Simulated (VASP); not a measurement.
System: NaCl.

Input file:

```
PREC = Accurate
ENCUT = 520
EDIFF = 1E-6
ISMEAR = 0
SIGMA = 0.02
LREAL = F
LASPH = T
NELM = 100
ALGO = Fast
ISIF = 2
LWAVE = F
LCHARG = T
GGA = PS
LELF = T
LVHAR = T
NBANDS = 14
```

Run with:

```sh
cat potpaw_PBE.64/Na_pv/POTCAR potpaw_PBE.64/Cl/POTCAR > POTCAR
mpirun -np 1 vasp_std > vasp.out
```

Below, planes, directions and counts refer to the conventional cell (a = 4.00 Å, b = 4.09 Å, c = 4.11 Å, α = 60.99°, β = 61.87°, γ = 61.25°).

Space group P1; changed on purpose from its base cell (all atoms moved at random, cell strained at random).

Level of theory: VASP 6.6.1, Kohn-Sham DFT of a periodic cell, PBEsol, VASP PAW PBE potentials, recommended.

Q: Predict the valence pseudo-density and electron localisation function between the atoms.

A: Na–Cl (2.64 Å): ρ is about 0.2 e/Å³ halfway; the ELF peaks at about 0.90 in the valence shell of Cl, 0.8 Å from its nucleus, and falls to about 0 next to Na; a largely ionic contact.

Q: Does the calculation make it a metal, or give it a gap?

A: It is gapped, with a Kohn–Sham gap of 4.6 eV on the k-point mesh, an upper bound to the gap of this method.

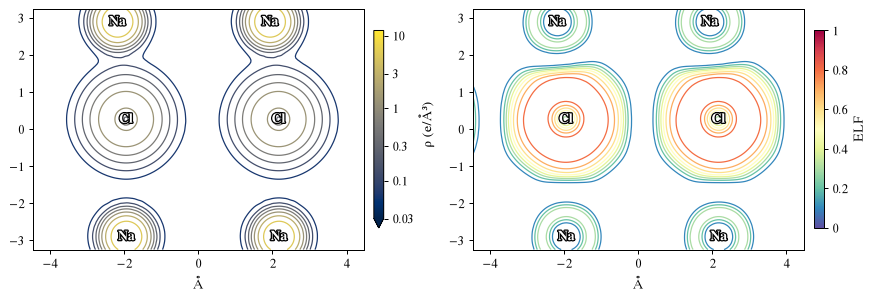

Computed valence pseudo-density and electron localisation function on the (11̄0) plane of the conventional cell, in this order. 
